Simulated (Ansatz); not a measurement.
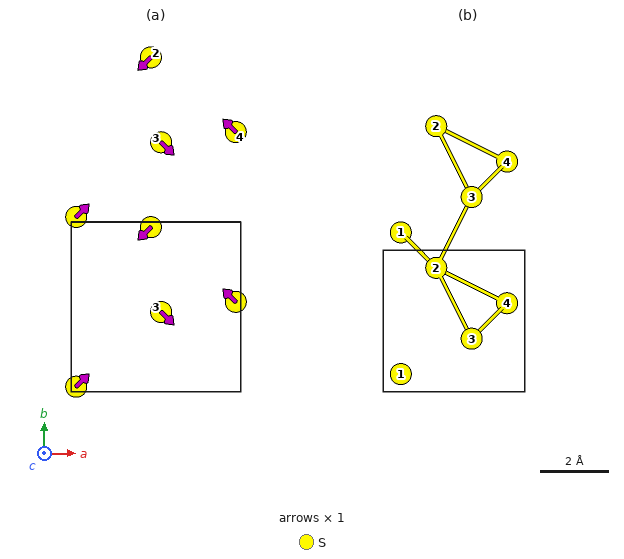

The structure of crystalline S (built on the N_198 type) (coarse preliminary run) before (left) and after (right) a relaxation, at one scale. The purple arrows give the displacements (the part carried along by the change of the cell is left out), at their true length.

The picture is a ball-and-stick view of the cell of the calculation, repeated 1 × 2 × 1 with one cell outlined, seen along the c axis.

Case: N type (P2_13, No. 198).

Theory: DFT PBE, scalar-relativistic, plane waves, PAW (Ansatz 0.2.0).

The input:
```yaml
crystal:
  lattice:
    - [5.0493597552, 0.0, 0.0]
    - [0.0, 5.0493597552, 0.0]
    - [0.0, 0.0, 5.0493597552]
  atoms:
    - { symbol: S, position: [0.03, 0.03, 0.03] }
    - { symbol: S, position: [0.47, 0.97, 0.53] }
    - { symbol: S, position: [0.53, 0.47, 0.97] }
    - { symbol: S, position: [0.97, 0.53, 0.47] }
basis:
  ecutwfc: 420
kpoints:
  mp_grid: { grid: [4, 4, 4] }
hamiltonian:
  xc: pbe
scf:
  occupations: { method: gaussian, width: 0.1 }
  lower_state_search: "off"
output:
  forces: true
  stress: true
  eigenvalues: true
relax:
  adjacent_minimum: "off"
  f_tol: 0.04
  max_steps: 70
  cell: { stress_tol: 0.4 }
```

**Summarise the run.**

After 6 accepted moves (7 points after the start) the energy has fallen by 1437 meV per atom. The largest force component goes from 0.49 to 0.00077 eV/Å. The pressure goes from −10.37 to −0.09 GPa. At 1 point the geometry stayed and the basis and grid were re-selected for the new cell (energy shift of 0.2 meV per atom at most each time). The largest moves relative to the cell, 0.69 Å, are those of S1, S2, S3 and S4. S1 goes along [1 1 1]. The volume changes by −41.9 %, with a = b = c 5.049 → 4.214 Å (−16.5 %). Some distances before and after: S1–S2 3.377 → 2.581 Å. The space group (tolerance 0.01 Å) goes from P2_13 (No. 198) to P4_332 (No. 212). The run took about 8 core-seconds on a shared host.
